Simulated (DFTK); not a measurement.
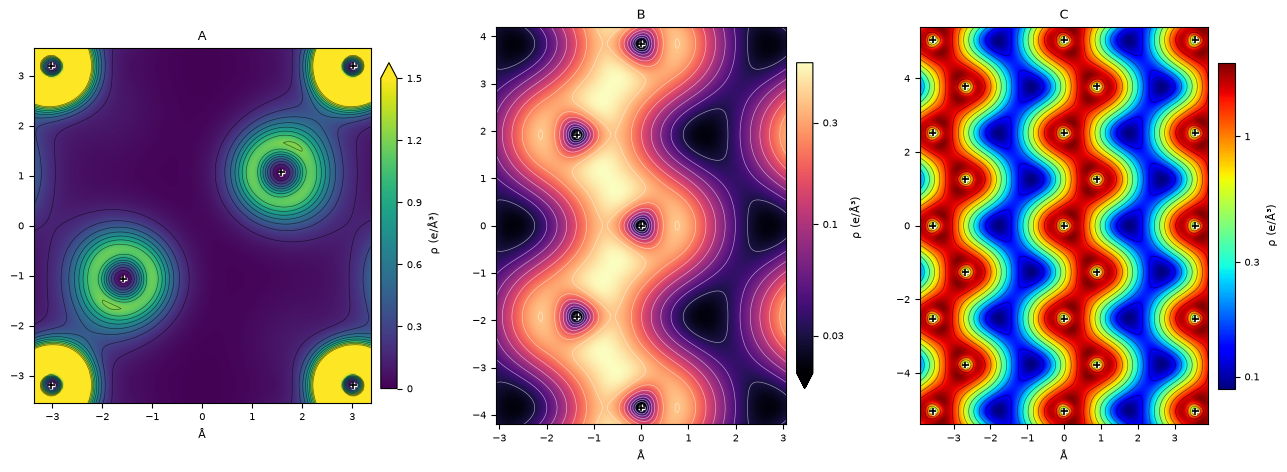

The valence pseudo-density of 3 systems, each on a plane through atoms (crosses mark nuclei in the plane).

Theory: Kohn-Sham DFT of a periodic cell, PBE, dojo.nc.sr.PBE.v0_4_1.standard.upf in DFTK.

System 1: Si, the (101) plane of the conventional cell. Space group Fd-3m; a structure from a database of computed crystals, not necessarily the ambient phase.

```yaml
crystal:
  lattice:
    - [5.44370, 0.00000, 0.00000]
    - [0.00000, 5.44370, 0.00000]
    - [0.00000, 0.00000, 5.44370]
  atoms:
    - { symbol: Si, position: [0.00000, 0.00000, 0.00000] }
    - { symbol: Si, position: [0.50000, 0.50000, 0.00000] }
    - { symbol: Si, position: [0.50000, 0.00000, 0.50000] }
    - { symbol: Si, position: [0.00000, 0.50000, 0.50000] }
    - { symbol: Si, position: [0.25000, 0.25000, 0.25000] }
    - { symbol: Si, position: [0.75000, 0.75000, 0.25000] }
    - { symbol: Si, position: [0.75000, 0.25000, 0.75000] }
    - { symbol: Si, position: [0.25000, 0.75000, 0.75000] }
```

System 2: C, the (101) plane of the conventional cell. Space group Fd-3m.

```xyz
8
Lattice="3.5667 0.0000 0.0000 0.0000 3.5667 0.0000 0.0000 0.0000 3.5667" Properties=species:S:1:pos:R:3 pbc="T T T"
C     0.8917    0.8917    0.8917
C     2.6751    2.6751    0.8917
C     2.6751    0.8917    2.6751
C     0.8917    2.6751    2.6751
C     0.0000    0.0000    0.0000
C     1.7834    1.7834    0.0000
C     1.7834    0.0000    1.7834
C     0.0000    1.7834    1.7834
```

System 3: ZrS2, the (110) plane of the conventional cell. Space group P-3m1; a structure from a database of computed crystals, not necessarily the ambient phase.

```xyz
3
Lattice="3.6914 0.0000 0.0000 -1.8457 3.1968 0.0000 0.0000 0.0000 6.0411" Properties=species:S:1:pos:R:3 pbc="T T T"
Zr    0.0000    0.0000    0.0000
S     0.0000    2.1312    1.4372
S     1.8457    1.0656    4.6038
```

### Which map belongs to which system?

Panel A is system 3, ZrS2: the plane holds Zr and S. Zr–S (2.57 Å): ρ is about 0.43 e/Å³ halfway. Panel B is system 1, Si: the plane holds Si. Si–Si (2.36 Å): the density is about 0.57 e/Å³ at the midpoint. Panel C is system 2, C: the plane holds C. C–C (1.54 Å): ρ at the midpoint is about 1.6 e/Å³.
